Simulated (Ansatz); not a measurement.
**Ti: density, localisation and related maps**

Input file:

```
crystal:
  lattice:
    - [-1.7683039096, 1.7683039096, 1.3792770495]
    - [1.7683039096, -1.7683039096, 1.3792770495]
    - [1.7683039096, 1.7683039096, -1.3792770495]
  atoms:
    - { symbol: Ti, position: [0.0, 0.0, 0.0] }
basis:
  ecutwfc: 420
kpoints:
  mp_grid: { grid: [28, 28, 28] }
hamiltonian:
  xc: pbe
scf:
  occupations: { method: gaussian, width: 0.15 }
output:
  forces: true
  stress: true
  eigenvalues: true
  write_density: true
  write_potential: true
  elf: true
  volumetric_format: npy
```

Launched as:

```sh
ansatz run input.yaml --threads 1 --pin off --max-ram 2560MiB --backend cpu --events-out ev --progress --plain --runs-dir out
```

Below, planes, directions and counts refer to the conventional cell (a = 3.54 Å, b = 3.54 Å, c = 2.76 Å, α = 90.00°, β = 90.00°, γ = 90.00°).

Space group I4/mmm; computed without spin polarisation.

Level of theory: Ansatz 0.2.0, DFT PBE, scalar-relativistic, plane waves, PAW.

Core electrons are frozen (PAW), and the valence fields are smoothed inside the atomic spheres.

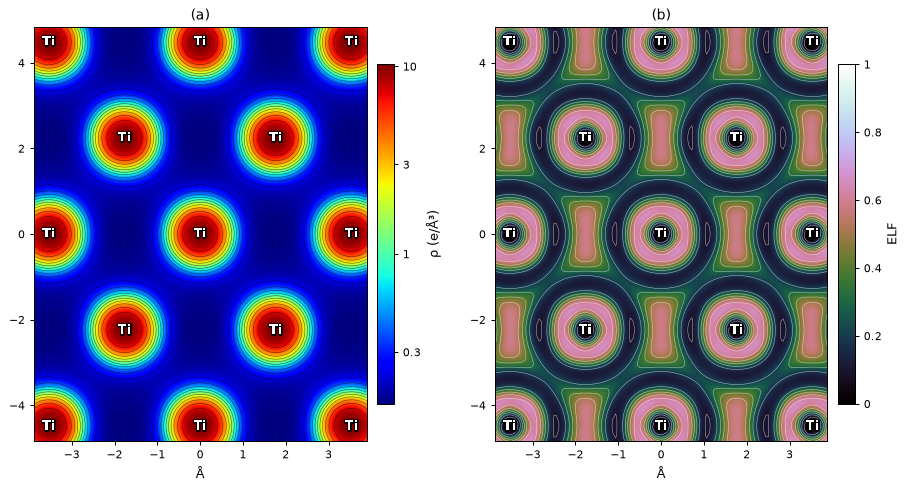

Figure 1. (a) valence pseudo-density; (b) electron localisation function on the (101̄) plane of the conventional cell.

### Interpret the plot.

The section cuts through Ti sites. Ti–Ti (2.86 Å): ρ at the midpoint is about 0.2 e/Å³; the ELF is about 0.25 at the midpoint: no localised pair shows between them. Between the atoms the lowest density in this plane is 0.16 e/Å³. The features right at Ti lie inside the PAW spheres, where the map follows smoothed inner orbitals and isn't to be read closely.

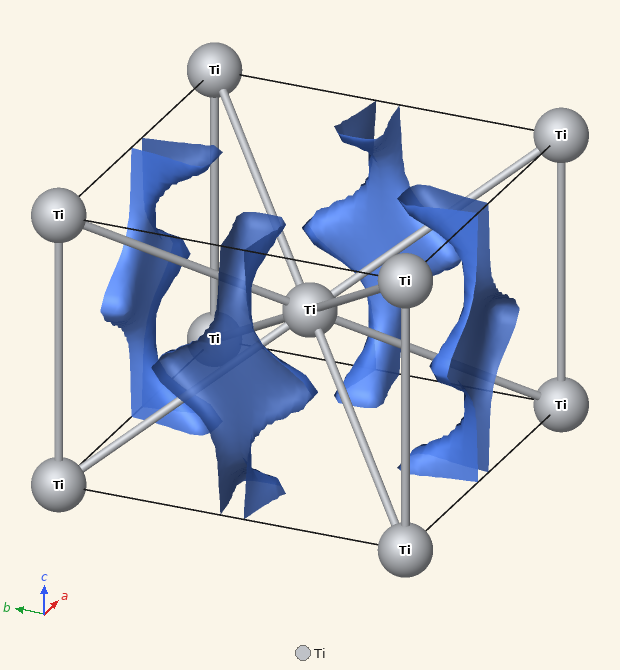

Figure 2. Isosurface of the ELF at 0.55 (blue), seen at an oblique angle. Only the valence region is drawn (cores and ρ < 0.01 e/Å³ removed). Sticks mark near contacts.

### What do the ELF domains correspond to?

The ELF exceeds this value in channels that run through the cell in one direction, counted in one cell of 2 atoms. Any copies at cell faces, edges or corners count once. There are no localised bonds or lone pairs at this value. Along the contacts the grid gives the following. Ti–Ti (2.76 Å): the ELF is about 0.20 at the midpoint (no shared electron pair shows on this line).

### Does the calculation give a band gap?

It is metallic or semimetallic at this level of theory: no gap opens.
